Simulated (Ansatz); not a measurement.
Run report: BN, single-point calculation

System: BN (slab, 8 atoms in the cell).
Method: DFT PBE+D3(BJ), scalar-relativistic, plane waves, PAW, no spin polarisation (Ansatz 0.2.0).

The structure derives from an entry of the Crystallography Open Database.

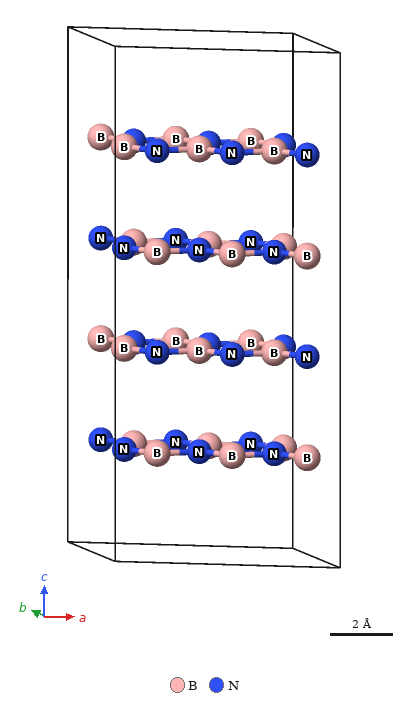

*The input geometry (ball-and-stick view of the 3 × 2 repeat of the cell, with the vacuum cut short, seen slightly off an axis).*

Near neighbours in the crystal (not all of them lie inside the picture): B has 3 N at 1.45 Å; N has 3 B at 1.45 Å.

Input
```yaml
crystal:
  lattice:
    - [2.5071210896, 0.0, 0.0]
    - [-1.2535605448, 2.1712305539, 0.0]
    - [0.0, 0.0, 45.8423718534]
  atoms:
    - { symbol: B, position: [0.6666666667, 0.3333333333, 0.3911372135] }
    - { symbol: "N", position: [0.3333333333, 0.6666666667, 0.3911009424] }
    - { symbol: B, position: [0.3333333333, 0.6666666667, 0.463842723] }
    - { symbol: "N", position: [0.6666666667, 0.3333333333, 0.4638406372] }
    - { symbol: B, position: [0.6666666667, 0.3333333333, 0.536157277] }
    - { symbol: "N", position: [0.3333333333, 0.6666666667, 0.5361593628] }
    - { symbol: B, position: [0.3333333333, 0.6666666667, 0.6088627865] }
    - { symbol: "N", position: [0.6666666667, 0.3333333333, 0.6088990576] }
  periodic: [true, true, false]
basis:
  ecutwfc: 420
kpoints:
  mp_grid: { grid: [12, 12, 1] }
  band_path: { path: [VBM, CBM], npoints: 2 }
hamiltonian:
  xc: pbe
  dispersion: d3bj
scf:
  occupations: { method: gaussian, width: 0.02 }
output:
  forces: true
  stress: true
  eigenvalues: true
```

Hardware: 2 threads of AMD EPYC (Zen 3), 189 GiB of memory available, shared host.

Launch command:
```bash
ansatz run input.yaml --threads 2 --pin off --max-ram 5120MiB --backend cpu --events-out ev --progress --plain --runs-dir out
```

Output
```
Engine: ansatz 0.2.0, x86_64-unknown-linux-gnu
Pseudopotentials: kind: paw
Pseudopotential: B, paw, valence charge 3, recommended cutoff 420 eV (normal), B.paw.azcp
Pseudopotential: N, paw, valence charge 5, recommended cutoff 420 eV (normal), N.paw.azcp
Functional definition: PBE
  parameter kappa = 0.804
  parameter beta = 0.06672455060314922
  exchange = pbe_x(kappa = kappa, mu = beta*pi^2/3)
  correlation = pbe_c(beta = beta)
Crystal: 8 atoms, lattice volume = 249.545 Å³
Basis set: ecut = 420 eV, 4863 PW (Γ), exchange–correlation on 36×36×640 points (8 copies of the dense FFT grid, shifted against one another)
Bands: 24, of which v1, the nominal top of the filled ones, is band 16 counted from 1 (15 counted from 0)
Symmetry: 12 space group operations
Space group: P-3m1 (ITA 164), of the structure as read, at distance tolerance 6.3e-5 Å
k-points: 19 of 144
Non-local potential: B, projectors of the file, l = 0: 2, l = 1: 2, l = 2: 1
Non-local potential: N, projectors of the file, l = 0: 2, l = 1: 2, l = 2: 1
PAW form: soft (Blöchl's): semilocal exchange-correlation on the pseudo side does not see the compensation charge
PAW one-centre angular grid: B, 110 points (default); XC on 64 Gauss nodes
PAW one-centre angular grid: N, 110 points (default); XC on 64 Gauss nodes
Initial density: superposition of atomic densities (neutral atoms: chi_scale 0, normalization atom), corrected by the library's trained network
Initial wavefunctions: pseudopotential atomic-orbital guess
Functional: x = pbe(κ = 0.804, μ = 0.2195149727645171), c = pbe(β = 0.06672455060314922)
SCF iter   1: F=—  HF=-2170.622022 eV  |F-HF|=—  |Δ(HF+E_count)|=         —  Δρ=1.26e-3  dr2=3.81e-3  ethr=1.77e-3  ⟨swp⟩=14.9  Hψ=4010  notcnv=0  defer=1
preconditioner: auto → Resta (q_TF=auto, 1.937 Å⁻¹)  ε∞=1.8  [insulator: Δε(μ)=4.344 eV  Ē_g=14.926 eV  σ=0.020 eV  W_gap=1.00  n_scr=28 (ndim 8)  ℏωp=13.3 eV  f_vac=0.699  D(μ)=0.00/eV (n_scr^D=0)  ε∞_Penn≈1.8  vacuum switching on, ρ_ref=1.6e-2 e/Å³]
SCF iter   2: F=—  HF=-2170.623922 eV  |F-HF|=—  |Δ(HF+E_count)|=   1.90e-3  Δρ=6.01e-4  dr2=3.04e-4  ethr=1.19e-5  ⟨swp⟩=3.7  Hψ=1337  notcnv=0  defer=64
SCF iter   3: F=—  HF=-2170.624640 eV  |F-HF|=—  |Δ(HF+E_count)|=   7.18e-4  Δρ=2.19e-4  dr2=3.81e-5  ethr=9.49e-7  ⟨swp⟩=2.8  Hψ=766  notcnv=0  defer=64
SCF iter   4: F=—  HF=-2170.624732 eV  |F-HF|=—  |Δ(HF+E_count)|=   9.21e-5  Δρ=4.45e-5  dr2=3.88e-6  ethr=1.19e-7  ⟨swp⟩=2.9  Hψ=922  notcnv=0  defer=64
SCF iter   5: F=—  HF=-2170.624732 eV  |F-HF|=—  |Δ(HF+E_count)|=   5.16e-7  Δρ=1.13e-5  dr2=1.69e-7  ethr=1.21e-8  ⟨swp⟩=2.5  Hψ=811  notcnv=0  defer=64
SCF iter   6: F=-2170.624733 eV  HF=-2170.624733 eV  |F-HF|=2.20e-8  |Δ(HF+E_count)|=   2.92e-7  Δρ=2.02e-6  dr2=1.25e-8  ethr=3.13e-10  ⟨swp⟩=17.6  Hψ=3179  notcnv=0
SCF 1 converged in 6 iterations: F = -2170.624733 eV  dr2 = 1.25e-8
  greatest PAW one-centre occupation: 0.797 electrons in one spin orbital (limit 2), on the N atom at site 5 (counted from 0), in its partial waves of l = 0
```

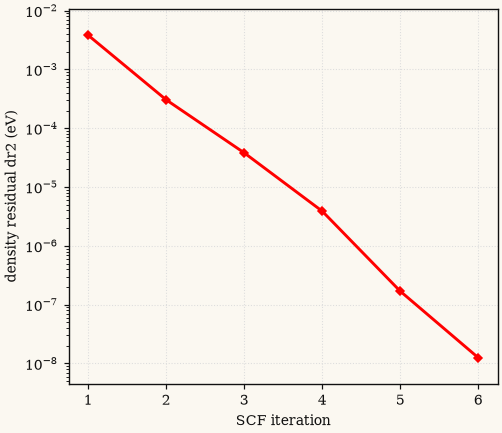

*Convergence of the self-consistent field: density residual dr2 against the SCF iteration.*

The residual falls at every step.

```
NSCF: frozen V_eff on 7 k-points
NSCF: frozen V_eff on 7 k-points
NSCF: frozen V_eff on 4 k-points
NSCF: frozen V_eff on 3 k-points
NSCF: frozen V_eff on 7 k-points
NSCF: frozen V_eff on 7 k-points
NSCF: frozen V_eff on 3 k-points
NSCF: frozen V_eff on 2 k-points
NSCF: frozen V_eff on 7 k-points
NSCF: frozen V_eff on 1 k-points
NSCF: frozen V_eff on 5 k-points
NSCF: frozen V_eff on 2 k-points
NSCF: frozen V_eff on 7 k-points
NSCF: frozen V_eff on 2 k-points
NSCF: frozen V_eff on 3 k-points
NSCF: frozen V_eff on 3 k-points
NSCF: frozen V_eff on 2 k-points
NSCF: frozen V_eff on 3 k-points
NSCF: frozen V_eff on 2 k-points
NSCF: frozen V_eff on 3 k-points
SCF converged after 6 iterations
Free energy (F): -2170.624733 eV
Harris-Foulkes:  -2170.624733 eV  (|F-HF|=2.20e-8)
Internal energy: -2170.624733 eV  (E = F + TS)
E sigma→0 (E₀):  -2170.624733 eV
Fermi energy:    -3.699225 eV
--- Per-component energies (eV) ---
  E_band       = -415.349694
  E_kinetic    = 732.865234
  E_local      = -122977.222100  (includes V_loc(G=0)·N_el)
  E_nonlocal   = 231.141535
  E_hartree    = 61073.220424
  E_xc         = -368.609690
  E_vxc        = -457.289043  (∫ρ·V_xc dr)
  E_paw        = -827.195277  (= ΣΔE_a)
  E_vpaw       = -91.285508  (= ΣTr[D̂ρ^β])
  E_aug_tail   = 0.000406  (compensation charges beyond the density's cutoff)
  E_ewald      = 59966.156870
  E_disp       = -0.982134  (pairwise vdW)
  E_smearing   = -0.000000  (= −TS)
  E_closure    = -0.000000  (closes the sum)
  Σ components = -2170.624733   (vs F -2170.624733, Δ=0.00e0)
--- Forces (eV/Å), atoms counted from 1 ---
  atom   1  B      0.00000000     0.00000000    -0.00037456
  atom   2  N      0.00000000    -0.00000000     0.00051917
  atom   3  B      0.00000000    -0.00000000    -0.00010354
  atom   4  N     -0.00000000     0.00000000    -0.00031795
  atom   5  B      0.00000000     0.00000000     0.00010354
  atom   6  N      0.00000000    -0.00000000     0.00031795
  atom   7  B      0.00000000    -0.00000000     0.00037456
  atom   8  N      0.00000000     0.00000000    -0.00051917
  max |Σ_I F_I| component: 1.85e-17 eV/Å
--- 2D stress c σ (N/m, compression-positive) ---
       -0.002750      -0.000000       0.000000
       -0.000000      -0.002750       0.000000
        0.000000       0.000000       0.000000
  P = ½ c Tr σ = -0.0028 N/m
--- Band table (eV; the first three rows and the last of 19) ---
  k-point 0: bands = ["-23.6237", "-23.5391", "-23.4506", "-23.3861", "-11.8947", "-11.4055", "-10.7798", "-10.1987", "-7.2113", "-7.2113", "-7.1951", "-7.1951", "-7.1767", "-7.1767", "-7.1746", "-7.1746", "-0.9467 (-0.9468°)", "-0.7912 (-0.7914°)", "0.0955", "0.3442", "0.5452", "1.2392", "1.6101", "2.1048"]
  k-point 1: bands = ["-23.4886", "-23.4052", "-23.3180", "-23.2546", "-11.7099", "-11.2247", "-10.6047", "-10.0292", "-7.7684", "-7.7519", "-7.7345", "-7.7343", "-7.4705", "-7.4529", "-7.4337", "-7.4306", "-0.7136 (-0.7137°)", "-0.5679 (-0.5682°)", "0.3206", "0.5666", "0.7618", "1.4561", "1.8244", "2.2910"]
  k-point 2: bands = ["-23.0907", "-23.0107", "-22.9276", "-22.8679", "-11.1632", "-10.6929", "-10.0948", "-9.5402", "-9.1773", "-9.1495", "-9.1411", "-9.1285", "-8.1017", "-8.0812", "-8.0605", "-8.0559", "-0.0572 (-0.0573°)", "0.0741 (0.0739°)", "0.9431", "1.2238", "1.3824", "2.0413", "2.4367", "2.7580"]
  k-point 18: bands = ["-19.8578", "-19.8578", "-19.8341", "-19.8341", "-13.8141", "-13.7628", "-13.7126", "-13.6820", "-13.0263", "-13.0263", "-13.0005", "-13.0005", "-5.9311", "-5.9311", "-5.8623", "-5.8623", "-1.1933", "-1.1933", "-1.0861", "-1.0861", "5.1374", "5.8098", "6.8091", "7.4274"]
  ° read free of the cell's end (the report's vacuum.weakly_bound_levels)
```

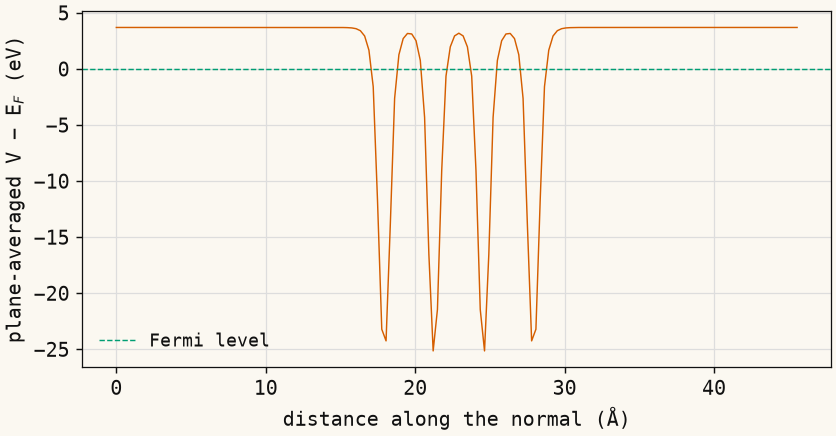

*Plane average of the electrostatic potential energy of an electron across the cell, from the Fermi level.*

The vacuum level lies 3.70 eV above the Fermi level.

Summary

- outcome: converged
- electrons treated: 32
- free energy: −2170.6247 eV
- work function, top face: 3.70 eV
- work function, bottom face: 3.70 eV
- Fermi energy: −3.699 eV
- gap on the k-point mesh: 4.33 eV
- gap on the band path: 4.31 eV
- work function (upper face): 3.70 eV
- largest force (length of the vector): 0.001 eV/Å
- wall time: 30 s (CPU time 44 s)
- peak memory: 0.53 GiB
